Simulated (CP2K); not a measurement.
**Mg: 6 runs along one coordinate**

System: Mg (I4/mmm, 1 atom in the cell).
Method: Kohn-Sham DFT of a periodic cell, PBE, GTH-PBE with UZH-TZVP basis, no spin polarisation (CP2K 2026.2).

The 6 runs differ only in the geometry, by an even scaling of the cell at fixed fractional positions. The structure derives from a Materials Project entry.

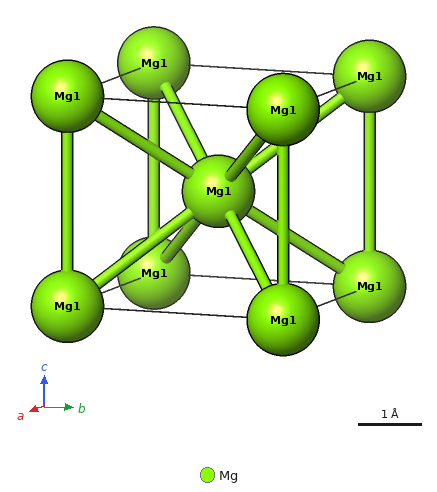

Figure 1. The structure of run 4 (ball-and-stick view of the cell 2 times as large as that of the calculation, set on its symmetry axes, seen slightly off an axis; atoms are numbered from 1 in the order of the input).

## Input of run 4
```
&GLOBAL
  PROJECT mg_eos
  RUN_TYPE ENERGY_FORCE
  PRINT_LEVEL LOW
&END GLOBAL
&FORCE_EVAL
  METHOD QS
  STRESS_TENSOR ANALYTICAL
  &DFT
    BASIS_SET_FILE_NAME BASIS_MOLOPT_UZH
    POTENTIAL_FILE_NAME POTENTIAL_UZH
    WFN_RESTART_FILE_NAME previous-RESTART.kp
    &MGRID
      CUTOFF 1400
      REL_CUTOFF 60
      NGRIDS 4
    &END MGRID
    &QS
      METHOD GPW
      EPS_DEFAULT 1.0E-10
    &END QS
    &KPOINTS
      SCHEME MONKHORST-PACK 11 11 11
      GAMMA_CENTERED T
      SYMMETRY T
      SYMMETRY_BACKEND SPGLIB
    &END KPOINTS
    &SCF
      SCF_GUESS RESTART
      EPS_SCF 1.0E-6
      MAX_SCF 100
      ADDED_MOS 5
      CHOLESKY OFF
      EPS_EIGVAL 1.0E-7
      &DIAGONALIZATION ON
        ALGORITHM STANDARD
      &END DIAGONALIZATION
      &MIXING ON
        METHOD BROYDEN_MIXING
        ALPHA 0.4
        BETA 1.5
        NBUFFER 8
      &END MIXING
      &SMEAR ON
        METHOD FERMI_DIRAC
        ELECTRONIC_TEMPERATURE [K] 580.226
      &END SMEAR
    &END SCF
    &XC
      &XC_FUNCTIONAL PBE
      &END XC_FUNCTIONAL
    &END XC
    &PRINT
      &KPOINTS ON
      &END KPOINTS
      &MULLIKEN ON
      &END MULLIKEN
      &MO ON
        ENERGIES T
        OCCUPATION_NUMBERS T
        &EACH
          QS_SCF 0
        &END EACH
        ADD_LAST NUMERIC
      &END MO
    &END PRINT
  &END DFT
  &SUBSYS
    &CELL
      A 3.1127483338 0.0000000000 0.0000000000
      B -1.2765067805 2.8389668242 0.0000000000
      C -0.9181207766 -1.4194834120 2.6136800247
      PERIODIC XYZ
    &END CELL
    &COORD
      Mg  0.0000000000 0.0000000000 0.0000000000
    &END COORD
    &KIND Mg
      BASIS_SET TZVP-MOLOPT-PBE-GTH-q10
      POTENTIAL GTH-PBE-q10
    &END KIND
    &PRINT
      &ATOMIC_COORDINATES ON
      &END ATOMIC_COORDINATES
      &CELL ON
      &END CELL
    &END PRINT
  &END SUBSYS
  &PRINT
    &FORCES ON
    &END FORCES
    &STRESS_TENSOR ON
    &END STRESS_TENSOR
  &END PRINT
&END FORCE_EVAL
```

Command:
```bash
OMP_NUM_THREADS=1 cp2k.psmp -i mg_eos.inp -o mg_eos.out
```

Lattice vectors (Å) and fractional positions of run 4:
```
   3.112748    0.000000    0.000000
  -1.276507    2.838967    0.000000
  -0.918121   -1.419483    2.613680
Mg  0.000000  0.000000  0.000000
```

Run 2 differs from it as follows:
```diff
-      A 3.1127483338 0.0000000000 0.0000000000
-      B -1.2765067805 2.8389668242 0.0000000000
-      C -0.9181207766 -1.4194834120 2.6136800247
+      A 3.0504765895 0.0000000000 0.0000000000
+      B -1.2509697646 2.7821721858 0.0000000000
+      C -0.8997534125 -1.3910860929 2.5613923366
```

## Results, with one run withheld

| run | volume per atom (Å³) | free energy per atom, from the lowest run given (meV) | pressure (GPa) |
| --- | --- | --- | --- |
| 1 | 21.286 | 30.75 | 4.42 |
| 2 | 21.738 | ? | ? |
| 3 | 22.191 | 11.30 | 2.52 |
| 4 | 23.097 | 1.70 | 0.94 |
| 5 | 23.550 | 0.00 | 0.26 |
| 6 | 24.003 | 0.15 | −0.36 |

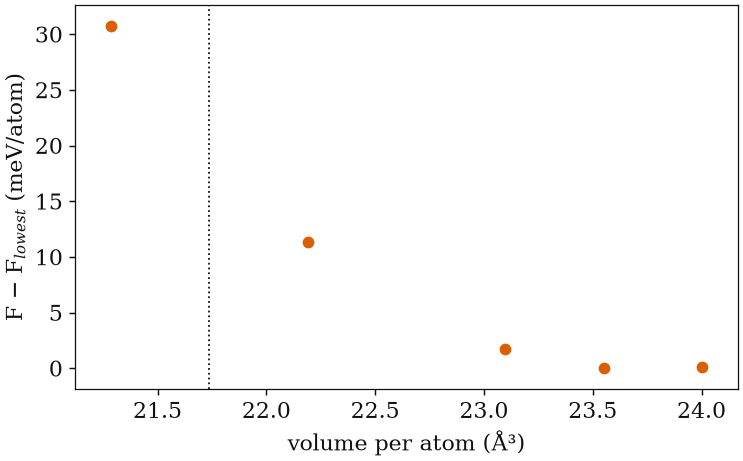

Figure 2. Free energy per atom of the runs given; the dotted line marks run 2.

What should run 2 give?

A cubic polynomial in V^(−2/3) (the Birch–Murnaghan form), fitted to the 5 runs given, misses them by at most 0.01 meV per atom. With x = V^(−2/3) − 0.12440 Å⁻², it reads F = 3.9511 + 2461.5 x + 3.7088e+05 x² + 3.0762e+05 x³ (meV per atom). At run 2 it gives 19.68 meV per atom, and the run itself gives 19.68. The slope of the fit gives a pressure −dF/dV of 3.43 GPa there, and the run prints 3.42 GPa. The fit has its minimum at 23.739 Å³ per atom, where V d²F/dV² gives 32.3 GPa. Cell shape and fractional positions are held, so this is the stiffness under even scaling; the relaxed bulk modulus wasn't computed.

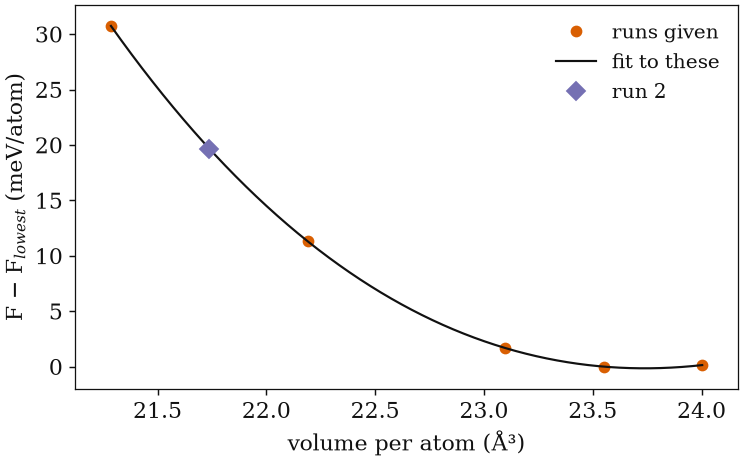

Figure 3. The fit and the withheld run.

## Some lines of the output (run 2)
```
[...]
 CELL| Volume [angstrom^3]:                                            21.738412
 CELL_REF| Volume [angstrom^3]:                                        21.738412
                        Smear method:                                FERMI_DIRAC
  Step     Update method      Time    Convergence         Total energy    Change
  Fermi energy:                                                 0.21038538291002
  Total energy:                                               -63.32087255827566
  Total energy (extrapolated to T->0):                        -63.32081830424345
 MO| E(Fermi):            0.210385 a.u.          5.724877 eV
 MO| Band gap:            0.026151 a.u.          0.711602 eV
 MO| Band gap:            0.081921 a.u.          2.229183 eV
 MO| Band gap:            0.081571 a.u.          2.219660 eV
```
